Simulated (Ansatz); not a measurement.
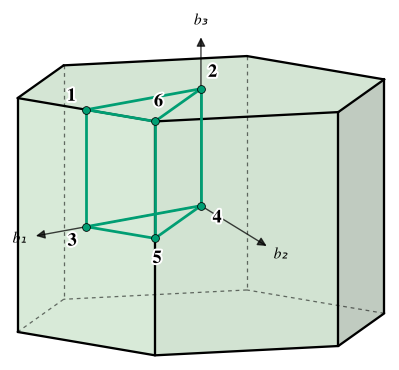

The first Brillouin zone of a primitive hexagonal lattice (hP; extended symbol hP2) is drawn with its special points numbered. Crystal: MgO, the end point of a relaxation with Ansatz 0.2.0, DFT PBE, scalar-relativistic, plane waves, PAW. All values are computed from the atomic coordinates in the standard setting (tolerance 0.002 Å).

a = 3.521 Å, b = 3.521 Å, c = 4.238 Å, α = 90.00°, β = 90.00°, γ = 120.00°.

Labels and path follow the convention of Hinuma et al. (2017), as computed by seekpath; the arrows show the directions of the reciprocal primitive vectors b₁, b₂, b₃, in which coordinates are given.

### Give the label and coordinates of each numbered point.

```tsv
no.	label	coordinates
1	L	(1/2, 0, 1/2)
2	A	(0, 0, 1/2)
3	M	(1/2, 0, 0)
4	Γ	(0, 0, 0)
5	K	(1/3, 1/3, 0)
6	H	(1/3, 1/3, 1/2)
```
